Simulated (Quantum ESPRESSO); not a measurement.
**A series of single points on AgBr**

System: AgBr (2 atoms in the cell).
Method: Kohn-Sham DFT of a periodic cell, PBE, SSSP 1.3 efficiency PBE, no spin polarisation (Quantum ESPRESSO 7.5).

The 7 runs differ only in the geometry, by an even scaling of the cell at fixed fractional positions. The structure derives from an entry of the Crystallography Open Database.

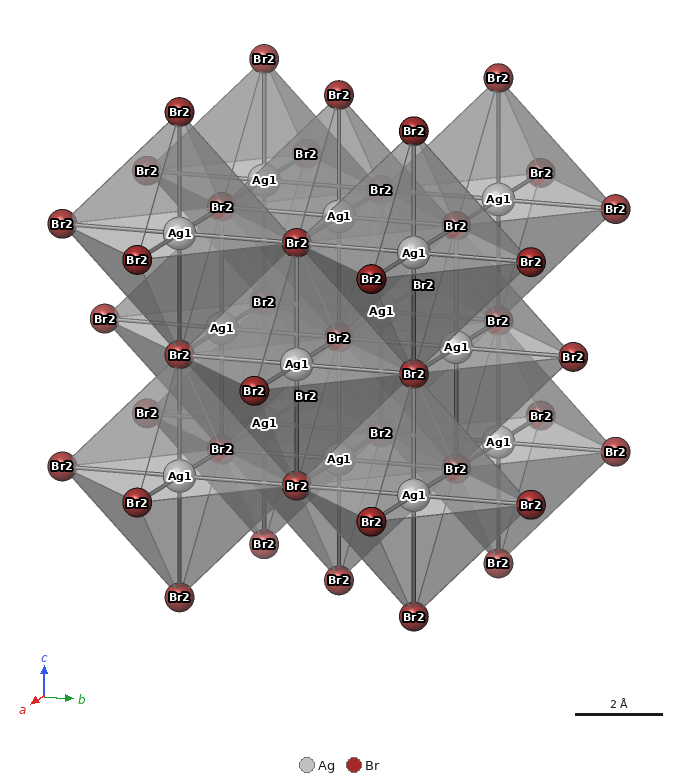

Figure 1. The structure of run 4 (polyhedral view of the cell 4 times as large as that of the calculation, set on its symmetry axes, seen slightly off an axis; polyhedra are completed across the faces of the cell; atoms are numbered from 1 in the order of the input).

## Input of run 4
```
&CONTROL
  calculation = 'scf'
  prefix = 'pwscf'
  outdir = './tmp'
  pseudo_dir = './pseudo'
  tprnfor = .true.
  tstress = .true.
  disk_io = 'nowf'
/
&SYSTEM
  ibrav = 0
  nat = 2
  ntyp = 2
  ecutwfc = 60
  ecutrho = 440
  nbnd = 20
  occupations = 'smearing'
  smearing = 'fd'
  degauss = 0.00367493
/
&ELECTRONS
  conv_thr = 4d-10
  electron_maxstep = 120
  mixing_beta = 0.5
/
ATOMIC_SPECIES
Ag   107.8682 Ag_ONCV_PBE-1.0.oncvpsp.upf
Br    79.9040 br_pbe_v1.4.uspp.F.UPF
CELL_PARAMETERS angstrom
   0.0000000000    2.8701500000    2.8701500000
   2.8701500000    0.0000000000    2.8701500000
   2.8701500000    2.8701500000    0.0000000000
ATOMIC_POSITIONS crystal
Ag     0.0000000000    0.0000000000    0.0000000000
Br     0.5000000000    0.5000000000    0.5000000000
K_POINTS automatic
8 8 8 0 0 0
```

Command:
```bash
OMP_NUM_THREADS=1 pw.x -in pw.in > pw.out
```

Run 5 differs from it as follows:
```diff
-   0.0000000000    2.8701500000    2.8701500000
-   2.8701500000    0.0000000000    2.8701500000
-   2.8701500000    2.8701500000    0.0000000000
+   0.0000000000    2.8891581698    2.8891581698
+   2.8891581698    0.0000000000    2.8891581698
+   2.8891581698    2.8891581698    0.0000000000
```

## Results, with one run withheld

| run | volume per atom (Å³) | free energy per atom, from the lowest run given (meV) | pressure (GPa) | gap on the mesh (eV) |
| --- | --- | --- | --- | --- |
| 1 | 22.225 | 44.76 | 6.03 | 0.72 |
| 2 | 22.698 | 29.05 | 4.65 | 0.72 |
| 3 | 23.171 | 17.18 | 3.42 | 0.72 |
| 4 | 23.644 | 8.70 | 2.34 | 0.72 |
| 5 | 24.116 | ? | ? | ? |
| 6 | 24.589 | 0.43 | 0.52 | 0.73 |
| 7 | 25.062 | 0.00 | −0.23 | 0.74 |

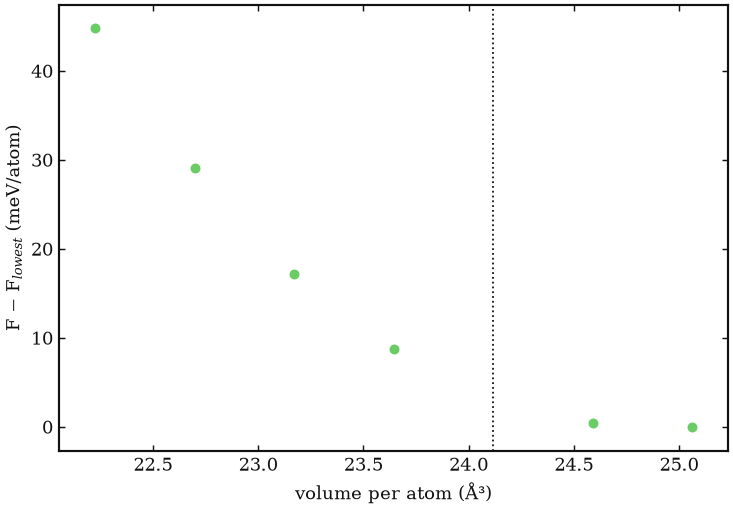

Figure 2. Free energy per atom of the runs given; the dotted line marks run 5.

Estimate the energy of run 5 from the others.

A cubic polynomial in V^(−2/3) (the Birch–Murnaghan form), fitted to the 6 runs given, misses them by under 0.01 meV per atom. With x = V^(−2/3) − 0.12178 Å⁻², it reads F = 10.44 + 4684.6 x + 5.329e+05 x² + 2.7719e+06 x³ (meV per atom). At run 5 it gives 3.24 meV per atom, and the run itself gives 3.23. The slope of the fit gives a pressure −dF/dV of 1.38 GPa there, and the run prints 1.38 GPa. The fit has its minimum at 24.916 Å³ per atom, where V d²F/dV² gives 38.9 GPa: the bulk modulus at this level, since symmetry fixes the shape and the positions.

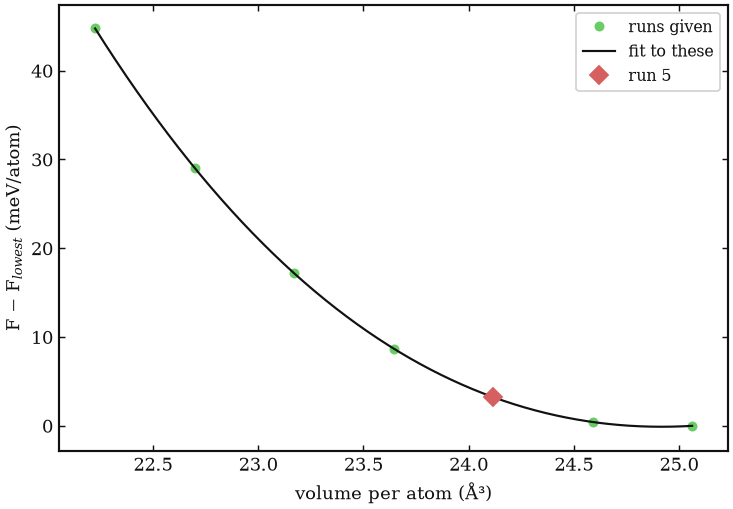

Figure 3. The fit and the withheld run.

## Some lines of the output (run 5)
```
[...]
     unit-cell volume          =     325.4922 (a.u.)^3
     number of k points=    29  Fermi-Dirac smearing, width (Ry)=  0.0037
     total energy              =    -334.18781505 Ry
     total energy              =    -334.22110374 Ry
     total energy              =    -334.22325279 Ry
     total energy              =    -334.22337965 Ry
     total energy              =    -334.22338433 Ry
     total energy              =    -334.22338491 Ry
     total energy              =    -334.22338492 Ry
     the Fermi energy is     8.4939 ev
!    total energy              =    -334.22338493 Ry
     The total energy is F=E-TS. E is the sum of the following terms:
     Computing stress (Cartesian axis) and pressure
          total   stress  (Ry/bohr**3)                   (kbar)     P=       13.76
```
